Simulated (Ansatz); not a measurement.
**TiAl: 6 runs along one coordinate**

System: TiAl (Pm-3m, 2 atoms in the cell).
Method: Kohn-Sham DFT of a periodic cell, PBE0, Ansatz PAW, no spin polarisation (Ansatz 0.2.0).

The 6 runs differ only in the geometry, by an even scaling of the cell at fixed fractional positions. The structure derives from a Materials Project entry.

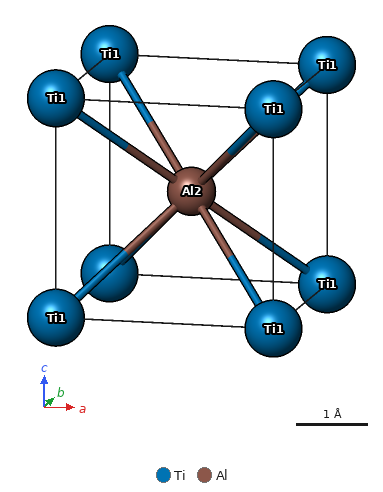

Figure 1. The structure of run 4 (ball-and-stick view of the cell of the calculation, seen slightly off an axis; atoms are numbered from 1 in the order of the input). An atom can appear more than once, as a periodic image.

**Input of run 4**
```yaml
crystal:
  lattice:
    - [3.2001180175, 0.0, 0.0]
    - [0.0, 3.2001180175, 0.0]
    - [0.0, 0.0, 3.2001180175]
  atoms:
    - { symbol: Ti, position: [0.0, 0.0, 0.0] }
    - { symbol: Al, position: [0.5, 0.5, 0.5] }
hamiltonian:
  xc: pbe0
  pseudopotentials: { kind: paw }
kpoints:
  mp_grid: { grid: [6, 6, 6] }
scf:
  occupations: { method: fermi_dirac, width: 0.05 }
output:
  forces: true
  stress: true
  eigenvalues: true
```

Run 2 differs from it as follows:
```diff
-    - [3.2001180175, 0.0, 0.0]
-    - [0.0, 3.2001180175, 0.0]
-    - [0.0, 0.0, 3.2001180175]
+    - [3.1577273571, 0.0, 0.0]
+    - [0.0, 3.1577273571, 0.0]
+    - [0.0, 0.0, 3.1577273571]
```

**Results, with one run withheld**

| run | volume per atom (Å³) | free energy per atom, from the lowest run given (meV) | pressure (GPa) |
| --- | --- | --- | --- |
| 1 | 15.422 | 0.27 | 2.73 |
| 2 | 15.743 | ? | ? |
| 3 | 16.065 | 0.00 | −2.42 |
| 4 | 16.386 | 7.09 | −4.63 |
| 5 | 16.707 | 18.42 | −6.63 |
| 6 | 17.028 | 33.56 | −8.44 |

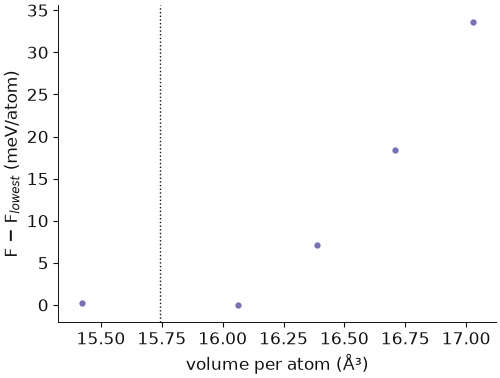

Figure 2. Free energy per atom of the runs given; the dotted line marks run 2.

Fit the runs given and predict run 2.

A cubic polynomial in V^(−2/3) (the Birch–Murnaghan form), fitted to the 5 runs given, misses them by at most 0.01 meV per atom. With x = V^(−2/3) − 0.15551 Å⁻², it reads F = 4.9301 − 4028.6 x + 5.5111e+05 x² − 2.5965e+05 x³ (meV per atom). At run 2 it gives −2.44 meV per atom, and the run itself gives −2.45. The slope of the fit gives a pressure −dF/dV of 0.03 GPa there, and the run prints 0.03 GPa. The fit has its minimum at 15.747 Å³ per atom, where V d²F/dV² gives 126 GPa: the bulk modulus at this level, since symmetry fixes the shape and the positions.

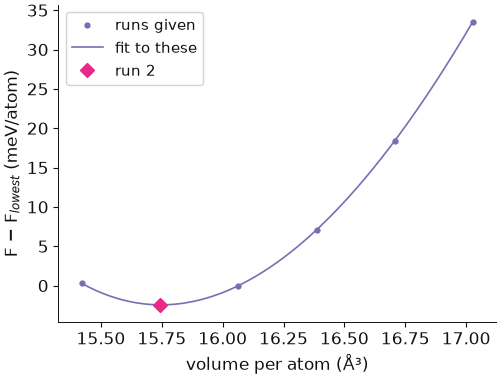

Figure 3. The fit and the withheld run.

**Output, shortened to warnings, some set-up lines, iterations and results (run 2)**
```
Warning: output.stress: scf.convergence.dr2_threshold = 1e-7 eV (the SCF's general default) is looser than the 2e-10 eV advised for a printed stress (1e-10 eV for each atom of the cell: 2). What an SCF threshold leaves in a stress goes as its square root, and in the free energy as the threshold itself, and one threshold admits the most on a small cell: of the crystals measured, under no hybrid …
Warning: output.stress: scf.exx.energy_threshold = 1e-6 eV is looser than the 2e-8 eV advised for a stress under a hybrid functional (1e-8 eV for each atom of the cell: 2). Every SCF of the exchange loop can meet its threshold on dr2 while the loop round them stops early: no threshold on dr2 bounds what that leaves in the stress. Set scf.exx.energy_threshold to 2e-8 eV or tighter. The threshold …
Basis set: ecut = 420 eV, 619 PW (Γ), exchange–correlation on 48×48×48 points (8 copies of the dense FFT grid, shifted against one another)
Symmetry: 48 space group operations
k-points: 20 of 216
Initial density: superposition of atomic densities (neutral atoms: chi_scale 0, normalization atom), corrected by the library's trained network
[...]
SCF iter   1: F=—  HF=-3037.703676 eV  |F-HF|=—  |Δ(HF+E_count)|=         —  Δρ=8.12e-3  dr2=2.84e-2  ethr=1.77e-3  ⟨swp⟩=5.2  Hψ=1010  notcnv=0
SCF iter   2: F=—  HF=-3037.697810 eV  |F-HF|=—  |Δ(HF+E_count)|=   5.87e-3  Δρ=2.62e-3  dr2=2.52e-3  ethr=1.86e-5  ⟨swp⟩=3.5  Hψ=1083  notcnv=0  defer=2
SCF iter   3: F=—  HF=-3037.697312 eV  |F-HF|=—  |Δ(HF+E_count)|=   4.98e-4  Δρ=3.45e-4  dr2=8.27e-6  ethr=1.68e-5  ⟨swp⟩=3.8  Hψ=487  notcnv=0  defer=1
SCF iter   4: F=—  HF=-3037.697331 eV  |F-HF|=—  |Δ(HF+E_count)|=   1.90e-5  Δρ=8.68e-5  dr2=8.84e-7  ethr=5.51e-8  ⟨swp⟩=4.8  Hψ=590  notcnv=0
SCF iter   5: F=—  HF=-3037.697331 eV  |F-HF|=—  |Δ(HF+E_count)|=   3.07e-7  Δρ=6.31e-6  dr2=1.65e-8  ethr=5.89e-9  ⟨swp⟩=3.0  Hψ=444  notcnv=0
[... 31 lines ...]
SCF iter  11: F=-3037.840665 eV  HF=-3037.840665 eV  |F-HF|=2.59e-11  |Δ(HF+E_count)|=   4.93e-9  Δρ=2.50e-7  dr2=4.02e-11  ethr=1.56e-12  ⟨swp⟩=5.5  Hψ=706  notcnv=0  defer=1
SCF 5 converged in 11 iterations: F = -3037.840665 eV  dr2 = 4.02e-11
SCF iter   1: F=—  HF=-3037.840666 eV  |F-HF|=—  |Δ(HF+E_count)|=         —  Δρ=1.27e-6  dr2=3.35e-10  ethr=1.02e-9  ⟨swp⟩=4.5  Hψ=623  notcnv=0
SCF iter   2: F=-3037.840666 eV  HF=-3037.840666 eV  |F-HF|=2.27e-12  |Δ(HF+E_count)|=   1.01e-9  Δρ=7.35e-7  dr2=5.16e-11  ethr=1.46e-12  ⟨swp⟩=4.6  Hψ=626  notcnv=0  defer=3
SCF 6 converged in 2 iterations: F = -3037.840666 eV  dr2 = 5.16e-11
  Residual-converged pass: ⟨swp⟩=1.9  Hψ=311  notcnv=0  max |occ|·‖R‖ = 2.4e-6 eV (tolerance 2.4e-6 eV)  dr2=5.14e-11  dr2_onsite=1.83e-11  max |Δocc| = 1.2e-14
hybrid outer 5: dexx = +1.111e-9 eV, tail = 1.58e-10 eV, Δε = 5.71e-5 eV (about 6.23e-6 eV left of the loop's levels), ΔF = 2.08e-27 eV/Å (tail 7.01e-28)
hybrid SCF converged: 5 outer / 28 inner (+7 warm-up), last move |dexx| = 1.11e-9 eV, tail = 1.58e-10 eV
Stability not checked: this state was not tested for a lower state beside it, because the functional holds exact exchange (a hybrid, or Hartree-Fock), whose exchange loop this test does not read (fock_operator; see scf.lower_state_search)
Free energy (F): -3037.840666 eV
Frozen-core exchange: fock
Harris-Foulkes:  -3037.840666 eV  (|F-HF|=2.27e-12)
Internal energy: -3037.835957 eV  (E = F + TS)
E sigma→0 (E₀):  -3037.838311 eV
Entropy (-TS):   -0.004709 eV (-2.355 meV/atom)
Fermi energy:    12.122001 eV
--- Per-component energies (eV) ---
  E_band       = -196.812301
  E_kinetic    = 297.183930
  E_local      = -1002.303921  (includes V_loc(G=0)·N_el)
  E_nonlocal   = 16.403594
  E_hartree    = 425.708307
  E_xc         = -107.362158
  E_vxc        = -118.290932  (∫ρ·V_xc dr)
  E_exx        = -49.086261  (= α·E_x^exact, valence–valence)
  E_paw        = -1496.727476  (= ΣΔE_a)
  E_vpaw       = -143.049073  (= ΣTr[D̂ρ^β])
  E_aug_tail   = 0.000116  (compensation charges beyond the density's cutoff)
  E_ewald      = -1121.440493
  E_core_change = -0.211595  (= ΣΔE_core)
  E_smearing   = -0.004709  (= −TS)
  E_closure    = -0.000000  (closes the sum)
  Σ components = -3037.840666   (vs F -3037.840666, Δ=0.00e0)
--- Forces (eV/Å), atoms counted from 1 ---
  atom   1  Ti     0.00000000     0.00000000    -0.00000000
  atom   2  Al    -0.00000000     0.00000000     0.00000000
  max |Σ_I F_I| component: 1.93e-27 eV/Å
--- Stress (GPa, compression-positive) ---
        0.025297       0.000000       0.000000
        0.000000       0.025297      -0.000000
        0.000000      -0.000000       0.025297
  P = ⅓ Tr σ = 0.0253 GPa (0.253 kbar)
```

Warnings of the run: the exchange loop's threshold is looser than advised for the stress; the SCF threshold is looser than advised for the printed stress.
